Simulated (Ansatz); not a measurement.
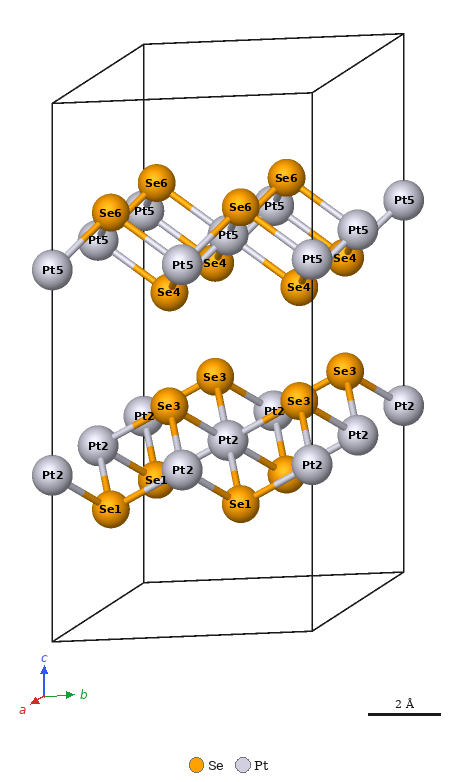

**Figure 1.** The input geometry (ball-and-stick view of the 2 × 2 repeat of the cell, with the vacuum cut short, seen slightly off an axis; atoms are numbered from 1 in the order of the input). An atom can appear more than once, as a periodic image. Near neighbours in the periodic cell (some may lie outside the picture): Se has 3 Pt at 2.52 Å; Pt has 6 Se at 2.52 Å.

## Geometry relaxation, with input and output: PtSe2 (part 1 of 2)

The run: geometry relaxation of PtSe2 (slab, 6 atoms in the cell). Method and program: DFT PBE+D3(BJ), scalar-relativistic, plane waves, PAW, no spin polarisation (Ansatz 0.2.0).

The structure derives from an entry of the Crystallography Open Database. The input holds or restrains some coordinates. Forces given for the steps count only the free coordinates. It belongs to a series of runs on one base structure; here: bilayer, upper layer turned by 180 degrees and shifted by (0, 0). Figures and captions count atoms from 1; the log counts them from 0 in places.

**Input file**
```yaml
crystal:
  lattice:
    - [3.7068661496, 0.0, 0.0]
    - [-1.8534330748, 3.210240254, 0.0]
    - [0.0, 0.0, 43.197713335]
  atoms:
    - { symbol: Se, position: [0.6666666667, 0.3333333333, 0.4004709277] }
    - { symbol: Pt, position: [0.0, 0.0, 0.4311372307] }
    - { symbol: Se, position: [0.3333333333, 0.6666666667, 0.4618035337] }
    - { symbol: Se, position: [0.3333333333, 0.6666666667, 0.5381964663] }
    - { symbol: Pt, position: [0.0, 0.0, 0.5688627693] }
    - { symbol: Se, position: [0.6666666667, 0.3333333333, 0.5995290723] }
  periodic: [true, true, false]
basis:
  ecutwfc: 420
kpoints:
  mp_grid: { grid: [12, 12, 1] }
  band_path:
    path:
      - [0, 0, 0]
      - [0.5, 0, 0]
      - [0.3333333333333, 0.3333333333333, 0]
      - [0, 0, 0]
    npoints: 8
hamiltonian:
  xc: pbe
  dispersion: d3bj
scf:
  occupations: { method: gaussian, width: 0.02 }
output:
  forces: true
  stress: true
  eigenvalues: true
  write_density: true
  write_potential: true
  elf: true
  volumetric_format: npy
relax:
  adjacent_minimum: "off"
  f_tol: 0.01
  max_steps: 50
  constraints: [{ sites: [0, 3], fix: xy }]
```

Hardware: 2 threads of Arm Neoverse N1, 24 GiB of memory available, shared host.

Launched with:
```bash
ansatz run input.yaml --threads 2 --pin off --max-ram 5120MiB --backend cpu --events-out ev --progress --plain --runs-dir out
```

**Log**
```
Warning: crystal.symmetry: narrowed to the stabiliser of the relax constraints — unitary ops 12 → 6; lowered at sites 0, 2, 3, 5 (the operations that carried what is held of a site onto what its image site leaves free; the constrained walk keeps no symmetry that its constraints do not admit)
Warning: output.stress: scf.convergence.dr2_threshold = 1e-7 eV (the SCF's general default) is looser than the 6e-10 eV advised for a printed stress (1e-10 eV for each atom of the cell: 6). What an SCF threshold leaves in a stress goes as its square root, and in the free energy as the threshold itself, and one threshold admits the most on a small cell: of the crystals measured, under no hybrid functional and no lock of the moments, on runs that ended without the residual-converged pass, on stresses that held no estimate of that error, the worst erred by over 100 MPa in a component at 1e-7 eV an atom and by under 5 at 1e-10. Every solve of this run answers to scf.convergence.dr2_threshold, and the tensor of one is reported: a single SCF on the reported geometry and on this run's grids (its basis.xc_grid and basis.ecutrho_ratio typed), with scf.convergence.dr2_threshold at 6e-10 eV or tighter, prints it and tightens no other solve. Else set scf.convergence.dr2_threshold to 6e-10 eV or tighter. The threshold is an SCF's pass mark: one that does not reach it within its budget of iterations ends unconverged, or closes short of it on a stop that the run arms, and scf.convergence.dr2_threshold's page says what that costs each kind of run
Engine: ansatz 0.2.0, aarch64-unknown-linux-gnu
Pseudopotentials: kind: paw
Pseudopotential: Se, paw, valence charge 16, recommended cutoff 420 eV (normal), Se.paw.azcp
Pseudopotential: Pt, paw, valence charge 18, recommended cutoff 420 eV (normal), Pt.paw.azcp
Functional definition: PBE
  parameter kappa = 0.804
  parameter beta = 0.06672455060314922
  exchange = pbe_x(kappa = kappa, mu = beta*pi^2/3)
  correlation = pbe_c(beta = beta)
Crystal: 6 atoms, lattice volume = 514.050 Å³
Basis set: ecut = 420 eV, 10081 PW (Γ), exchange–correlation on 50×50×600 points (8 copies of the dense FFT grid, shifted against one another)
Bands: 60, of which v1, the nominal top of the filled ones, is band 50 counted from 1 (49 counted from 0)
Symmetry: 6 space group operations
k-points: 19 of 144 (time reversal used)
Non-local potential: Se, projectors of the file, l = 0: 2, l = 1: 2, l = 2: 3, l = 3: 1
Non-local potential: Pt, projectors of the file, l = 0: 3, l = 1: 2, l = 2: 2, l = 3: 1
PAW form: soft (Blöchl's): semilocal exchange-correlation on the pseudo side does not see the compensation charge
PAW one-centre angular grid: Se, 590 points (default); XC on 64 Gauss nodes
PAW one-centre angular grid: Pt, 590 points (default); XC on 64 Gauss nodes
Initial density: superposition of atomic densities (neutral atoms: chi_scale 0, normalization atom), corrected by the library's trained network
Initial wavefunctions: pseudopotential atomic-orbital guess
Functional: x = pbe(κ = 0.804, μ = 0.2195149727645171), c = pbe(β = 0.06672455060314922)
SCF iter   1: F=—  HF=-46926.689452 eV  |F-HF|=—  |Δ(HF+E_count)|=         —  Δρ=1.52e-3  dr2=2.71e-2  ethr=1.77e-3  ⟨swp⟩=13.8  Hψ=6248  notcnv=0  defer=3
preconditioner: auto → Resta (q_TF=auto, 2.077 Å⁻¹)  ε∞=2.3  [insulator: Δε(μ)=0.629 eV  Ē_g=9.478 eV  σ=0.020 eV  W_gap=1.00  n_scr=82 (ndim 8)  ℏωp=10.9 eV  f_vac=0.724  D(μ)=0.00/eV (n_scr^D=0)  ε∞_Penn≈2.3  vacuum switching on, ρ_ref=6.5e-3 e/Å³]
SCF iter   2: F=—  HF=-46926.681723 eV  |F-HF|=—  |Δ(HF+E_count)|=   7.73e-3  Δρ=1.44e-3  dr2=7.71e-2  ethr=2.71e-5  ⟨swp⟩=4.0  Hψ=2865  notcnv=0  defer=114
SCF iter   3: F=—  HF=-46926.676294 eV  |F-HF|=—  |Δ(HF+E_count)|=   5.43e-3  Δρ=5.66e-4  dr2=7.17e-3  ethr=2.71e-5  ⟨swp⟩=2.8  Hψ=1481  notcnv=0  defer=114
SCF iter   4: F=—  HF=-46926.676516 eV  |F-HF|=—  |Δ(HF+E_count)|=   2.22e-4  Δρ=4.71e-4  dr2=1.66e-3  ethr=7.17e-6  ⟨swp⟩=2.9  Hψ=1618  notcnv=0  defer=114
SCF iter   5: F=—  HF=-46926.676347 eV  |F-HF|=—  |Δ(HF+E_count)|=   1.69e-4  Δρ=8.93e-5  dr2=5.17e-5  ethr=1.66e-6  ⟨swp⟩=3.0  Hψ=1635  notcnv=0  defer=114
SCF iter   6: F=—  HF=-46926.676383 eV  |F-HF|=—  |Δ(HF+E_count)|=   3.55e-5  Δρ=4.62e-5  dr2=1.09e-4  ethr=5.17e-8  ⟨swp⟩=4.0  Hψ=2678  notcnv=0  defer=114
SCF iter   7: F=—  HF=-46926.676385 eV  |F-HF|=—  |Δ(HF+E_count)|=   2.75e-6  Δρ=3.67e-5  dr2=7.94e-5  ethr=5.17e-8  ⟨swp⟩=2.6  Hψ=1407  notcnv=0  defer=114
SCF iter   8: F=—  HF=-46926.676384 eV  |F-HF|=—  |Δ(HF+E_count)|=   1.06e-6  Δρ=1.63e-5  dr2=1.23e-5  ethr=5.17e-8  ⟨swp⟩=2.1  Hψ=1266  notcnv=0  defer=114
iter 9 did not close the SCF: its close was put off until two iterations running show no level that it waits for move by more than its bar (scf_convergence_deferred on its scf_iter line)
SCF iter   9: F=-46926.676384 eV  HF=-46926.676385 eV  |F-HF|=1.13e-6  |Δ(HF+E_count)|=   6.49e-7  Δρ=5.28e-6  dr2=1.44e-6  ethr=2.50e-9  ⟨swp⟩=27.6  Hψ=12383  notcnv=0
iter 10 did not close the SCF: its close was put off until two iterations running show no level that it waits for move by more than its bar (scf_convergence_deferred on its scf_iter line)
SCF iter  10: F=-46926.676385 eV  HF=-46926.676385 eV  |F-HF|=1.88e-9  |Δ(HF+E_count)|=   1.43e-7  Δρ=1.00e-6  dr2=2.26e-8  ethr=1.44e-9  ⟨swp⟩=14.9  Hψ=9674  notcnv=0
SCF iter  11: F=-46926.676385 eV  HF=-46926.676385 eV  |F-HF|=5.82e-10  |Δ(HF+E_count)|=   1.52e-8  Δρ=4.93e-7  dr2=3.10e-9  ethr=2.26e-11  ⟨swp⟩=10.6  Hψ=7874  notcnv=0
SCF 1 converged in 11 iterations: F = -46926.676385 eV  dr2 = 3.10e-9
  greatest PAW one-centre occupation: 1.000 electrons in one spin orbital (limit 2), on the Pt atom at site 1 (counted from 0), in its partial waves of l = 0
relax step   1: F+E_penalty+E_count = -46926.67638510 eV  Δ(F+E_penalty+E_count) = +0.000e0 eV  max|allowed force component| = 2.016e-1 eV/Å  Δτ_max = 0.0000 Å  (11 SCF iters, dr2 threshold 2.50e-6 eV, accepted)
Initial density: handed on by an earlier stage of this run
Initial wavefunctions: those handed on with the density
iter 1 solved again at ethr=3.31e-4 eV; its pass at ethr=3.10e-3 eV (dr2=3.31e-1 eV) is discarded
SCF iter   1: F=—  HF=-46926.706584 eV  |F-HF|=—  |Δ(HF+E_count)|=         —  Δρ=1.67e-2  dr2=3.31e-1  ethr=3.31e-4  ⟨swp⟩=2.0  Hψ=4975  notcnv=0  defer=113
preconditioner: auto → Resta (q_TF=auto, 2.077 Å⁻¹)  ε∞=2.3  [insulator: Δε(μ)=0.987 eV  Ē_g=9.526 eV  σ=0.020 eV  W_gap=1.00  n_scr=82 (ndim 8)  ℏωp=10.9 eV  f_vac=0.724  D(μ)=0.00/eV (n_scr^D=0)  ε∞_Penn≈2.3  vacuum switching on, ρ_ref=6.6e-3 e/Å³]
SCF iter   2: F=—  HF=-46926.694739 eV  |F-HF|=—  |Δ(HF+E_count)|=   1.18e-2  Δρ=8.41e-3  dr2=8.92e-2  ethr=3.31e-4  ⟨swp⟩=3.0  Hψ=1535  notcnv=0  defer=113
SCF iter   3: F=—  HF=-46926.711581 eV  |F-HF|=—  |Δ(HF+E_count)|=   1.68e-2  Δρ=3.98e-3  dr2=1.13e-1  ethr=8.92e-5  ⟨swp⟩=3.1  Hψ=1941  notcnv=0  defer=114
SCF iter   4: F=—  HF=-46926.698684 eV  |F-HF|=—  |Δ(HF+E_count)|=   1.29e-2  Δρ=9.43e-4  dr2=2.12e-2  ethr=8.92e-5  ⟨swp⟩=3.0  Hψ=1879  notcnv=0  defer=114
SCF iter   5: F=—  HF=-46926.696912 eV  |F-HF|=—  |Δ(HF+E_count)|=   1.77e-3  Δρ=3.84e-4  dr2=2.70e-3  ethr=2.12e-5  ⟨swp⟩=2.9  Hψ=1739  notcnv=0  defer=114
SCF iter   6: F=—  HF=-46926.696787 eV  |F-HF|=—  |Δ(HF+E_count)|=   1.25e-4  Δρ=1.54e-4  dr2=1.15e-4  ethr=2.70e-6  ⟨swp⟩=2.9  Hψ=1556  notcnv=0  defer=114
SCF iter   7: F=—  HF=-46926.696712 eV  |F-HF|=—  |Δ(HF+E_count)|=   7.52e-5  Δρ=4.11e-5  dr2=5.19e-5  ethr=1.15e-7  ⟨swp⟩=3.1  Hψ=1825  notcnv=0  defer=114
SCF iter   8: F=—  HF=-46926.696713 eV  |F-HF|=—  |Δ(HF+E_count)|=   8.89e-7  Δρ=1.58e-5  dr2=1.07e-5  ethr=5.19e-8  ⟨swp⟩=2.8  Hψ=1469  notcnv=0  defer=114
SCF iter   9: F=—  HF=-46926.696712 eV  |F-HF|=—  |Δ(HF+E_count)|=   1.97e-7  Δρ=1.29e-5  dr2=7.70e-6  ethr=2.54e-9  ⟨swp⟩=29.3  Hψ=13904  notcnv=0
SCF iter  10: F=-46926.696712 eV  HF=-46926.696712 eV  |F-HF|=1.07e-7  |Δ(HF+E_count)|=   2.78e-7  Δρ=3.40e-6  dr2=2.20e-7  ethr=2.54e-9  ⟨swp⟩=16.6  Hψ=10463  notcnv=0
SCF 2 converged in 10 iterations: F = -46926.696712 eV  dr2 = 2.20e-7
relax step   2: F+E_penalty+E_count = -46926.69671193 eV  Δ(F+E_penalty+E_count) = -2.033e-2 eV  max|allowed force component| = 2.170e-1 eV/Å  Δτ_max = 0.1952 Å  (10 SCF iters, dr2 threshold 2.54e-6 eV, accepted)
SCF iter   1: F=—  HF=-46926.697869 eV  |F-HF|=—  |Δ(HF+E_count)|=         —  Δρ=9.50e-4  dr2=2.59e-3  ethr=5.04e-5  ⟨swp⟩=4.4  Hψ=2203  notcnv=0  defer=114
preconditioner: auto → Resta (q_TF=auto, 2.077 Å⁻¹)  ε∞=2.3  [insulator: Δε(μ)=0.925 eV  Ē_g=9.449 eV  σ=0.020 eV  W_gap=1.00  n_scr=82 (ndim 8)  ℏωp=10.9 eV  f_vac=0.720  D(μ)=0.00/eV (n_scr^D=0)  ε∞_Penn≈2.3  vacuum switching on, ρ_ref=6.5e-3 e/Å³]
SCF iter   2: F=—  HF=-46926.697339 eV  |F-HF|=—  |Δ(HF+E_count)|=   5.31e-4  Δρ=5.08e-4  dr2=1.02e-3  ethr=2.59e-6  ⟨swp⟩=3.6  Hψ=2410  notcnv=0  defer=114
SCF iter   3: F=—  HF=-46926.697452 eV  |F-HF|=—  |Δ(HF+E_count)|=   1.13e-4  Δρ=3.16e-4  dr2=2.14e-3  ethr=1.02e-6  ⟨swp⟩=2.6  Hψ=1573  notcnv=0  defer=114
SCF iter   4: F=—  HF=-46926.697341 eV  |F-HF|=—  |Δ(HF+E_count)|=   1.11e-4  Δρ=1.54e-4  dr2=7.40e-4  ethr=1.02e-6  ⟨swp⟩=2.9  Hψ=1508  notcnv=0  defer=114
SCF iter   5: F=—  HF=-46926.697286 eV  |F-HF|=—  |Δ(HF+E_count)|=   5.46e-5  Δρ=5.08e-5  dr2=1.66e-5  ethr=7.40e-7  ⟨swp⟩=2.2  Hψ=1333  notcnv=0  defer=114
SCF iter   6: F=—  HF=-46926.697289 eV  |F-HF|=—  |Δ(HF+E_count)|=   2.68e-6  Δρ=1.82e-5  dr2=8.10e-6  ethr=1.66e-8  ⟨swp⟩=3.5  Hψ=2053  notcnv=0  defer=114
SCF iter   7: F=—  HF=-46926.697289 eV  |F-HF|=—  |Δ(HF+E_count)|=   2.57e-7  Δρ=1.32e-5  dr2=6.24e-6  ethr=8.10e-9  ⟨swp⟩=2.9  Hψ=1468  notcnv=0  defer=114
iter 8 did not close the SCF: its close was put off until two iterations running show no level that it waits for move by more than its bar (scf_convergence_deferred on its scf_iter line)
SCF iter   8: F=-46926.697288 eV  HF=-46926.697289 eV  |F-HF|=7.26e-7  |Δ(HF+E_count)|=   2.06e-7  Δρ=5.80e-6  dr2=9.43e-7  ethr=2.94e-9  ⟨swp⟩=26.3  Hψ=12474  notcnv=0
iter 9 did not close the SCF: its close was put off until two iterations running show no level that it waits for move by more than its bar (scf_convergence_deferred on its scf_iter line)
SCF iter   9: F=-46926.697289 eV  HF=-46926.697289 eV  |F-HF|=5.17e-8  |Δ(HF+E_count)|=   4.48e-8  Δρ=1.92e-6  dr2=9.14e-8  ethr=9.43e-10  ⟨swp⟩=14.0  Hψ=9351  notcnv=0
SCF iter  10: F=-46926.697289 eV  HF=-46926.697289 eV  |F-HF|=5.24e-10  |Δ(HF+E_count)|=   1.89e-8  Δρ=4.35e-7  dr2=2.14e-9  ethr=9.14e-11  ⟨swp⟩=11.8  Hψ=8059  notcnv=0
SCF 3 converged in 10 iterations: F = -46926.697289 eV  dr2 = 2.14e-9
  greatest PAW one-centre occupation: 1.000 electrons in one spin orbital (limit 2), on the Pt atom at site 4 (counted from 0), in its partial waves of l = 0
relax step   3: F+E_penalty+E_count = -46926.69728884 eV  Δ(F+E_penalty+E_count) = -5.769e-4 eV  max|allowed force component| = 1.603e-1 eV/Å  Δτ_max = 0.0298 Å  (10 SCF iters, dr2 threshold 2.94e-6 eV, accepted)
SCF iter   1: F=—  HF=-46926.702810 eV  |F-HF|=—  |Δ(HF+E_count)|=         —  Δρ=2.58e-3  dr2=7.33e-3  ethr=3.82e-5  ⟨swp⟩=4.7  Hψ=2607  notcnv=0  defer=114
preconditioner: auto → Resta (q_TF=auto, 2.077 Å⁻¹)  ε∞=2.3  [insulator: Δε(μ)=0.913 eV  Ē_g=9.495 eV  σ=0.020 eV  W_gap=1.00  n_scr=82 (ndim 8)  ℏωp=10.9 eV  f_vac=0.722  D(μ)=0.00/eV (n_scr^D=0)  ε∞_Penn≈2.3  vacuum switching on, ρ_ref=6.5e-3 e/Å³]
SCF iter   2: F=—  HF=-46926.702243 eV  |F-HF|=—  |Δ(HF+E_count)|=   5.68e-4  Δρ=1.33e-3  dr2=2.04e-3  ethr=7.33e-6  ⟨swp⟩=2.6  Hψ=1897  notcnv=0  defer=114
SCF iter   3: F=—  HF=-46926.703148 eV  |F-HF|=—  |Δ(HF+E_count)|=   9.06e-4  Δρ=5.84e-4  dr2=9.17e-3  ethr=2.04e-6  ⟨swp⟩=3.1  Hψ=1877  notcnv=0  defer=114  recentre
SCF iter   4: F=—  HF=-46926.702325 eV  |F-HF|=—  |Δ(HF+E_count)|=   8.23e-4  Δρ=1.74e-4  dr2=5.37e-4  ethr=2.04e-6  ⟨swp⟩=3.0  Hψ=1810  notcnv=0  defer=114
SCF iter   5: F=—  HF=-46926.702282 eV  |F-HF|=—  |Δ(HF+E_count)|=   4.35e-5  Δρ=6.60e-5  dr2=3.66e-5  ethr=5.37e-7  ⟨swp⟩=3.0  Hψ=1525  notcnv=0  defer=114
SCF iter   6: F=-46926.702280 eV  HF=-46926.702280 eV  |F-HF|=4.49e-7  |Δ(HF+E_count)|=   1.81e-6  Δρ=2.14e-5  dr2=2.63e-6  ethr=1.40e-8  ⟨swp⟩=28.8  Hψ=14583  notcnv=0
SCF 4 converged in 6 iterations: F = -46926.702280 eV  dr2 = 2.63e-6
relax step   4: F+E_penalty+E_count = -46926.70227964 eV  Δ(F+E_penalty+E_count) = -4.991e-3 eV  max|allowed force component| = 7.378e-3 eV/Å  Δτ_max = 0.0379 Å  (6 SCF iters, dr2 threshold 1.40e-5 eV, accepted)
iter 1 solved again at ethr=2.65e-9 eV; its pass at ethr=3.10e-3 eV (dr2=2.65e-6 eV) is discarded
SCF iter   1: F=—  HF=-46926.702292 eV  |F-HF|=—  |Δ(HF+E_count)|=         —  Δρ=2.14e-5  dr2=2.65e-6  ethr=2.65e-9  ⟨swp⟩=1.0  Hψ=2774  notcnv=0
preconditioner: auto → Resta (q_TF=auto, 2.077 Å⁻¹)  ε∞=2.3  [insulator: Δε(μ)=0.910 eV  Ē_g=9.494 eV  σ=0.020 eV  W_gap=1.00  n_scr=82 (ndim 8)  ℏωp=10.9 eV  f_vac=0.722  D(μ)=0.00/eV (n_scr^D=0)  ε∞_Penn≈2.3  vacuum switching on, ρ_ref=6.5e-3 e/Å³]
SCF iter   2: F=—  HF=-46926.702281 eV  |F-HF|=—  |Δ(HF+E_count)|=   1.15e-5  Δρ=1.43e-5  dr2=4.80e-6  ethr=2.65e-9  ⟨swp⟩=2.0  Hψ=1316  notcnv=0
SCF iter   3: F=—  HF=-46926.702281 eV  |F-HF|=—  |Δ(HF+E_count)|=   9.65e-8  Δρ=1.21e-5  dr2=4.35e-6  ethr=2.65e-9  ⟨swp⟩=3.0  Hψ=1453  notcnv=0
iter 4 did not close the SCF: its close was put off until two iterations running show no level that it waits for move by more than its bar (scf_convergence_deferred on its scf_iter line)
SCF iter   4: F=-46926.702281 eV  HF=-46926.702281 eV  |F-HF|=2.04e-8  |Δ(HF+E_count)|=   9.33e-8  Δρ=2.21e-6  dr2=4.56e-8  ethr=1.00e-10  ⟨swp⟩=18.5  Hψ=11733  notcnv=0
SCF iter   5: F=—  HF=-46926.702281 eV  |F-HF|=—  |Δ(HF+E_count)|=   4.57e-8  Δρ=1.95e-6  dr2=1.96e-7  ethr=4.56e-11  ⟨swp⟩=2.0  Hψ=1376  notcnv=0  recentre
SCF iter   6: F=-46926.702281 eV  HF=-46926.702281 eV  |F-HF|=1.52e-9  |Δ(HF+E_count)|=   5.07e-9  Δρ=6.81e-7  dr2=3.77e-9  ethr=4.56e-11  ⟨swp⟩=12.5  Hψ=8273  notcnv=0
SCF 5 converged in 6 iterations: F = -46926.702281 eV  dr2 = 3.77e-9
relax step   5: F+E_penalty+E_count = -46926.70228069 eV  Δ(F+E_penalty+E_count) = -1.048e-6 eV  max|allowed force component| = 7.422e-3 eV/Å  Δτ_max = 0.0000 Å  (6 SCF iters, accepted)
```

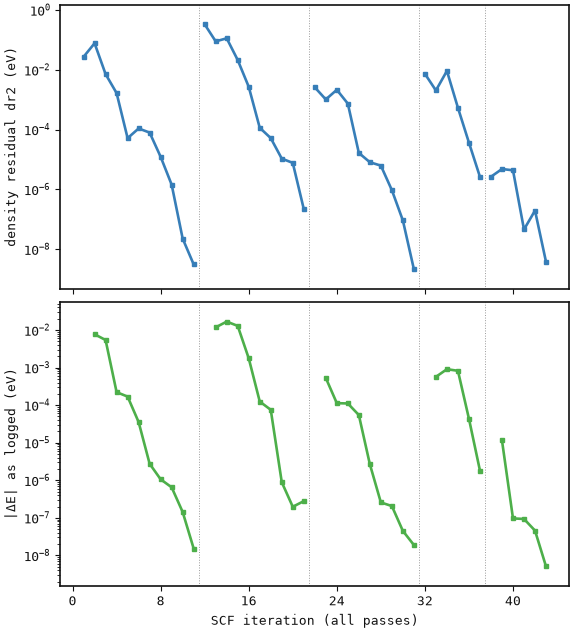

**Figure 2.** Convergence of the self-consistent field: density residual dr2 and size of the energy change against the SCF iteration. The dotted lines part the SCF passes of the relaxation: geometry steps, rejected trials and re-solves on a re-selected basis. The 5 passes take 6 to 11 iterations each, 43 in all.

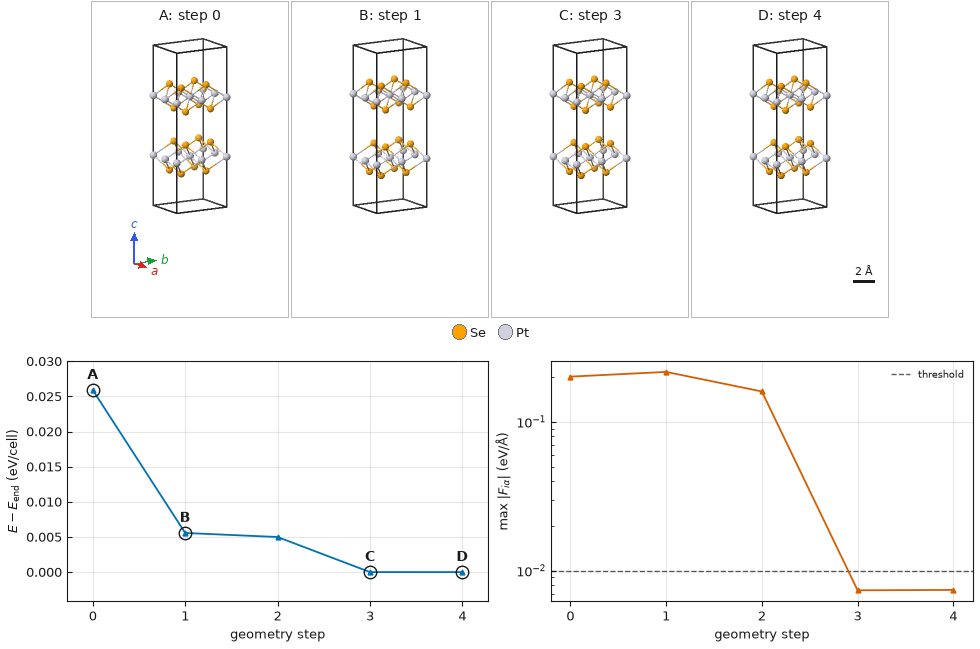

**Figure 3.** Frames of the restrained relaxation (ball-and-stick view of the 2 × 2 repeat of the cell, with the vacuum cut short, seen slightly off an axis) above the curves, on which the letters mark them (the first geometry is step 0 here and step 1 in the log).
